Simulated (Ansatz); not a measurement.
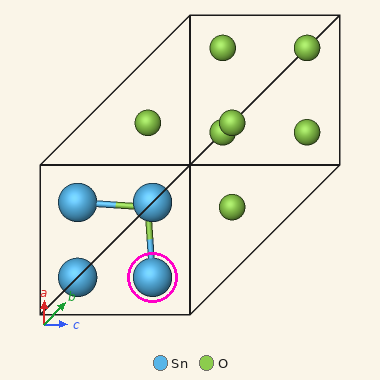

The system is SnO₂ (Fd-3m, No. 227; 12 atoms in the cell); the picture shows the reference structure. One atom moved over a plane, all else fixed (x, y and z along the cube axes). The first coordinate is: shift of Sn1 along x; the second: shift of Sn1 along z. Nothing is relaxed (all other atoms fixed). The scan uses an 11 × 11 grid; 32 points were computed and 73 follow by symmetry. At 16 points there is no value (left out of the scan, as a rule where atoms come close). Points are written as (first, second). All energies are given in eV per cell relative to the lowest grid point. The band gap closes in part of the range. Method: DFT LDA, scalar-relativistic, plane waves, PAW (Ansatz 0.2.0). Settings: cutoff 420 eV, k-mesh 6×6×6, gaussian smearing 0.05 eV, no spin polarisation.

Its coordinates:

```
CELL_PARAMETERS angstrom
0.00000 4.42896 4.42896
4.42896 0.00000 4.42896
4.42896 4.42896 0.00000
ATOMIC_POSITIONS crystal
Sn 0.12500 0.12500 0.62500
Sn 0.62500 0.12500 0.12500
Sn 0.12500 0.62500 0.12500
Sn 0.12500 0.12500 0.12500
O 0.89073 0.89073 0.89073
O 0.89073 0.32781 0.89073
O 0.89073 0.89073 0.32781
O 0.32781 0.89073 0.89073
O 0.92219 0.35927 0.35927
O 0.35927 0.35927 0.92219
O 0.35927 0.92219 0.35927
O 0.35927 0.35927 0.35927
```

Range: shift of Sn1 along x from −0.880 to 0.880 Å; shift of Sn1 along z from −0.880 to 0.880 Å.

What landscape does the calculation give?

The lowest grid point is at (0.000 Å, 0.000 Å). It is the only kind of minimum in the scanned range. The highest grid point, (−0.880 Å, 0.880 Å), lies 31.4 eV above the lowest. Near the minimum the curvatures are about 18 and 26 eV/Å² along the soft and the stiff direction.

```csv
"shift of Sn1 along z ↓, shift of Sn1 along x →",−0.880,−0.704,−0.528,−0.352,−0.176,0.000,0.176,0.352,0.528,0.704,0.880
0.880,31.4,27.6,27.5,–,–,–,–,18.4,14.0,11.1,10.6
0.704,27.6,19.7,16.1,14.7,13.7,12.5,10.9,9.1,7.9,8.3,11.1
0.528,27.5,16.1,10.4,7.6,6.2,5.3,4.7,4.4,5.2,7.9,14.0
0.352,–,14.7,7.6,4.1,2.6,1.9,1.7,2.4,4.4,9.1,18.4
0.176,–,13.7,6.2,2.6,0.9,0.4,0.6,1.7,4.7,10.9,–
0.000,–,12.5,5.3,1.9,0.4,0.0,0.4,1.9,5.3,12.5,–
−0.176,–,10.9,4.7,1.7,0.6,0.4,0.9,2.6,6.2,13.7,–
−0.352,18.4,9.1,4.4,2.4,1.7,1.9,2.6,4.1,7.6,14.7,–
−0.528,14.0,7.9,5.2,4.4,4.7,5.3,6.2,7.6,10.4,16.1,27.5
−0.704,11.1,8.3,7.9,9.1,10.9,12.5,13.7,14.7,16.1,19.7,27.6
−0.880,10.6,11.1,14.0,18.4,–,–,–,–,27.5,27.6,31.4
```

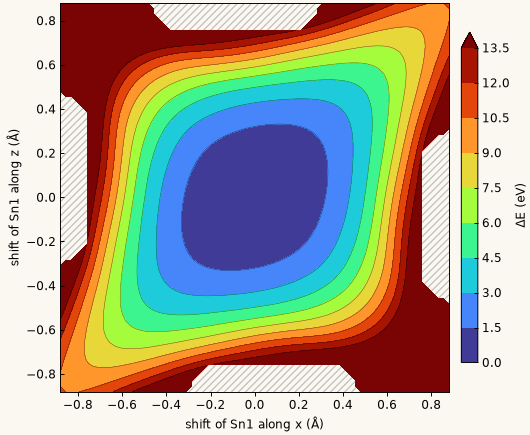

In the figure: filled contours, one colour for all values above the top of the scale, hatched blanks where no value was computed. Between grid points the surface is interpolated.

The whole map (32 points run) took 14 min on 4 threads of AMD EPYC 7R43 64-Core Processor (Zen 3) (shared host).

PAW datasets: the set soft_1.
